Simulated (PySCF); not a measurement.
# CHF3 (trifluoromethane) at BLYP/def2-SVPD

Aim: the energy change on altering one bond length of CHF3 (trifluoromethane) at BLYP/def2-SVPD, from 2 runs. The job is set up through a Python script.

The results are computed with PySCF 2.14.0.

1 further run of the same task is left out (set aside as unsound or not needed).

### 1 The system as given

CHF3 has 5 atoms, charge 0, and is taken as a singlet. SMILES: `FC(F)F`. Geometry: relaxed at GFN2-xTB.

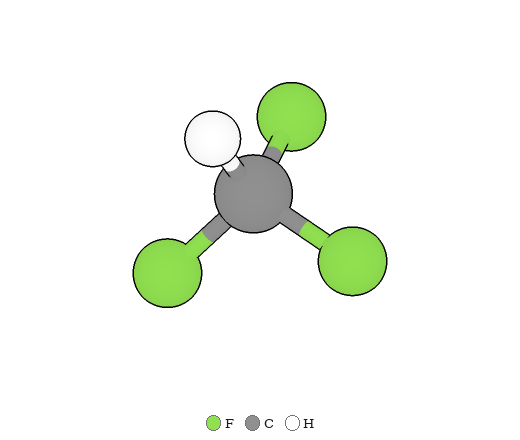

Viewed from a chosen angle; fluorine green, carbon grey, hydrogen white.

### 2 A single-point energy at BLYP/def2-SVPD

job.py

```python
from pyscf import gto, dft

system = gto.M(
    atom='''
F       -0.667670      -0.332390       1.075060
C        0.018950       0.054610       0.006800
F        1.042420      -0.774930      -0.157420
F       -0.771270      -0.038770      -1.056390
H        0.377570       1.091490       0.131950
''',
    max_memory=1860,
    basis='def2-svpd',
    verbose=3,
    charge=0,
)

mf = dft.RKS(system, xc='blyp')
mf.conv_tol = 1e-10
mf.grids.level = 5
mf.kernel()
if not mf.converged:
    mf = mf.newton().run(mf.mo_coeff, mf.mo_occ)

e_tot = mf.e_tot
print('E(%s) = %.9f' % ('BLYP', e_tot))
```

Run with:

```sh
$ OMP_NUM_THREADS=1 python job.py
```

Standard output:

```text
converged SCF energy = -337.969567011403
E(BLYP) = -337.969567011
```

It took 23 s on 1 thread of Intel Xeon at 2.70GHz, shared host; peak memory 0.48 GiB.

### 3 The distorted shape

job.py

```python
from pyscf import gto, dft

molecule = gto.Mole()
molecule.atom = '''
F   -1.098023  -1.576672   0.924877
C   -0.411403  -1.189672  -0.143383
F    0.612067  -2.019212  -0.307603
F   -1.201623  -1.283052  -1.206573
H    0.377570   1.091490   0.131950
'''
molecule.charge = 0
molecule.verbose = 3
molecule.max_memory = 1860
molecule.basis = 'def2-svpd'
molecule.build()

mf = dft.RKS(molecule)
mf.xc = 'blyp'
mf.conv_tol = 1e-10
mf.grids.level = 5
mf.kernel()
if not mf.converged:
    mf = mf.newton().run(mf.mo_coeff, mf.mo_occ)

energy = mf.e_tot
print(f'total energy: {energy:.8f} hartree')
```

Run with:

```sh
$ OMP_NUM_THREADS=1 python job.py
```

Standard output:

```text
converged SCF energy = -337.810135376945
total energy: -337.81013538 hartree
```

Run time: 24 s. Hardware: 1 thread of Intel Xeon at 2.70GHz, shared host; peak memory 0.48 GiB.

### 4 What came out

At BLYP/def2-SVPD:

| quantity | value |
| --- | --- |
| first shape: total energy | -337.96957 Eh |
| first shape: dipole moment | 1.53 D |
| first shape: HOMO energy | -9.58 eV |
| first shape: LUMO energy | 0.05 eV |
| first shape: HOMO–LUMO gap | 9.63 eV |
| distorted shape: total energy | -337.81014 Eh |
| distorted shape: dipole moment | 0.13 D |
| distorted shape: HOMO energy | -7.12 eV |
| distorted shape: LUMO energy | -5.00 eV |
| distorted shape: HOMO–LUMO gap | 2.12 eV |
| energy change with the C2–H5 bond stretched from 1.104 to 2.429 Å | 4.338 eV |

What this shows: One bond (distorted shape) is far stretched, which a spin-restricted single reference describes badly; a broken-symmetry solution may lie lower. With the C2–H5 bond stretched from 1.104 to 2.429 Å the energy rises by 4.34 eV (100 kcal/mol). The first shape isn't relaxed at this level, so the change isn't measured from a minimum. A restricted reference can't describe the breaking bond well at this length. Mulliken charges (first shape) run from -0.42 on H5 to +1.32 on C2; in a basis this large or diffuse they mean little. Mulliken charges (distorted shape) run from -0.25 on F4 to +0.65 on C2; in a basis this large or diffuse they mean little.
